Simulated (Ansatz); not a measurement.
Input file:

```
crystal:
  lattice:
    - [-4.6953126295, 2.7108400105, 5.0180433211]
    - [0.0, -5.4216800211, 5.0180433211]
    - [4.6953126295, 2.7108400105, 5.0180433211]
  atoms:
    - { symbol: Al, position: [0.3922397368, 0.7171712884, 0.3900074756] }
    - { symbol: Al, position: [0.7258316459, 0.3900886434, 0.4032383643] }
    - { symbol: Al, position: [0.0608343918, 0.7217509641, 0.7234244727] }
    - { symbol: Al, position: [0.0650097087, 0.0529371031, 0.3999537295], spin: 0.1 }
    - { symbol: Al, position: [0.396837472, 0.3857554556, 0.7234338232] }
    - { symbol: Al, position: [0.7264337934, 0.7203323758, 0.0580630559] }
    - { symbol: Al, position: [0.7185434321, 0.0434577083, 0.70954244] }
    - { symbol: Al, position: [0.0446935034, 0.3703685901, 0.0529336812], spin: 0.1 }
    - { symbol: Al, position: [0.3912614013, 0.0552858084, 0.0563822064], spin: 0.1 }
    - { symbol: Al, position: [0.7823657692, 0.7708273063, 0.4475642369] }
    - { symbol: Al, position: [0.1132988072, 0.4382221952, 0.4435438726] }
    - { symbol: Al, position: [0.4474922913, 0.7724209672, 0.7817937826] }
    - { symbol: Al, position: [0.4459007252, 0.1072900325, 0.4475667689] }
    - { symbol: Al, position: [0.7877880611, 0.4435921938, 0.7836302453] }
    - { symbol: Al, position: [0.1138341417, 0.7657603761, 0.109076973], spin: 0.1 }
    - { symbol: Al, position: [0.1183115713, 0.1140348687, 0.7820203881], spin: 0.1 }
    - { symbol: Al, position: [0.4467613851, 0.4374245749, 0.1133590906] }
    - { symbol: Al, position: [0.7800975473, 0.1041238817, 0.1578081945], spin: 0.1 }
    - { symbol: "N", position: [0.5201146879, 0.8450451122, 0.519617138] }
    - { symbol: "N", position: [0.8539165182, 0.5208568365, 0.5196661719] }
    - { symbol: "N", position: [0.1871641129, 0.848815423, 0.8518121568] }
    - { symbol: "N", position: [0.1959364352, 0.1788362006, 0.5196650982] }
    - { symbol: "N", position: [0.5238962067, 0.5120927072, 0.8518104294] }
    - { symbol: "N", position: [0.850447088, 0.842514936, 0.1898766556] }
    - { symbol: "N", position: [0.8649377866, 0.1898540332, 0.7629313105] }
    - { symbol: "N", position: [0.1844790543, 0.5094043211, 0.1816326197] }
    - { symbol: "N", position: [0.5175895512, 0.1753727178, 0.1898827394] }
    - { symbol: "N", position: [0.5762744791, 0.5665818037, 0.2408046853] }
    - { symbol: "N", position: [0.9091128797, 0.2369914911, 0.2736258144], spin: 0.1 }
    - { symbol: "N", position: [0.2429597792, 0.5678809213, 0.5738489875] }
    - { symbol: "N", position: [0.2416736688, 0.9019674016, 0.2396273412], spin: 0.1 }
    - { symbol: "N", position: [0.5694258245, 0.235107701, 0.5683980719] }
    - { symbol: "N", position: [0.911018825, 0.5823047153, 0.9060152808] }
    - { symbol: "N", position: [0.9101833327, 0.8943401513, 0.5683983383] }
    - { symbol: "N", position: [0.2615198571, 0.2362388353, 0.9081283535], spin: 0.1 }
    - { symbol: "N", position: [0.5756242256, 0.9005389036, 0.906511313] }
    - { symbol: "N", position: [-0.1121816365, 0.2132232715, -0.043010779], spin: 0.1 }
  host:
    lattice:
      - [3.1302084196, 0.0, 0.0]
      - [-1.5651042098, 2.7108400105, 0.0]
      - [0.0, 0.0, 5.0180433211]
    atoms:
      - { symbol: Al, position: [0.6666666667, 0.3333333333, 0.4992342259] }
      - { symbol: Al, position: [0.3333333333, 0.6666666667, 0.9992342259] }
      - { symbol: "N", position: [0.6666666667, 0.3333333333, 0.8807657741] }
      - { symbol: "N", position: [0.3333333333, 0.6666666667, 0.3807657741] }
total_charge: -2
basis:
  ecutwfc: 420
  xc_grid: 2
kpoints:
  mp_grid: { grid: [2, 2, 2], shift: [0.5, 0.5, 0.5] }
hamiltonian:
  xc: pbe
scf:
  occupations: { method: gaussian, width: 0.01 }
output:
  forces: true
  stress: false
  eigenvalues: true
  populations: true
  charged_corrections:
    defect_position: [0.06944444, 0.06944444, 0.06944444]
    epsilon: [[8.2951, 0.0, 0.0], [0.0, 8.2951, 0.0], [0.0, 0.0, 9.8367]]
  write_density: true
  write_potential: true
  elf: true
  volumetric_format: npy
magnetization:
  spin_polarized: true
relax:
  adjacent_minimum: "off"
  f_tol: 0.025
  max_steps: 45
```

Run with:

```sh
ansatz run input.yaml --threads 4 --pin off --max-ram 10240MiB --backend cpu --events-out ev --progress --plain --runs-dir out
```

The fields are those of the run's last geometry, not of the input's.

Spin-polarised.

Method: DFT PBE, scalar-relativistic, plane waves, PAW in Ansatz 0.2.0.

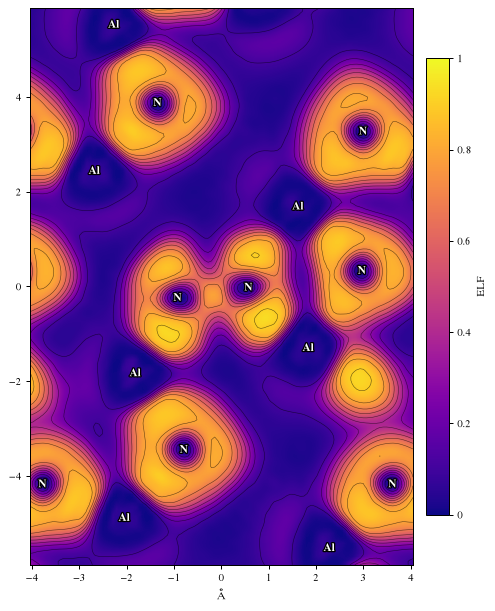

Al18N19 (cell charge −2, with a compensating background) (cell with a defect). Electron localisation function on the (11̄0) plane of the calculation cell.

In a PAW calculation such maps are meaningful between the atoms, not at the nuclei.

Question: Describe what can be read from this map.

Answer: The section cuts through Al and N sites.
N–N (1.51 Å): the ELF peaks at about 0.80 between the atoms.
Al–N (1.80 Å): the ELF peaks at about 0.90 between the atoms.
Al–N (1.83 Å): the ELF peaks at about 0.90 between the atoms: a shared but strongly polarised pair.
Al–N (1.90 Å): the ELF peaks at about 0.90 in the valence shell of N, 0.8 Å from its nucleus, and is about 0.85 at the midpoint.
Al–N (1.91 Å): the ELF peaks at about 0.90 between the atoms; a polar covalent bond.

Question: Metal or insulator at this level of theory?

Answer: It is gapped, with a Kohn–Sham gap of 0.96 eV on the k-point mesh, an upper bound to the gap of this method.
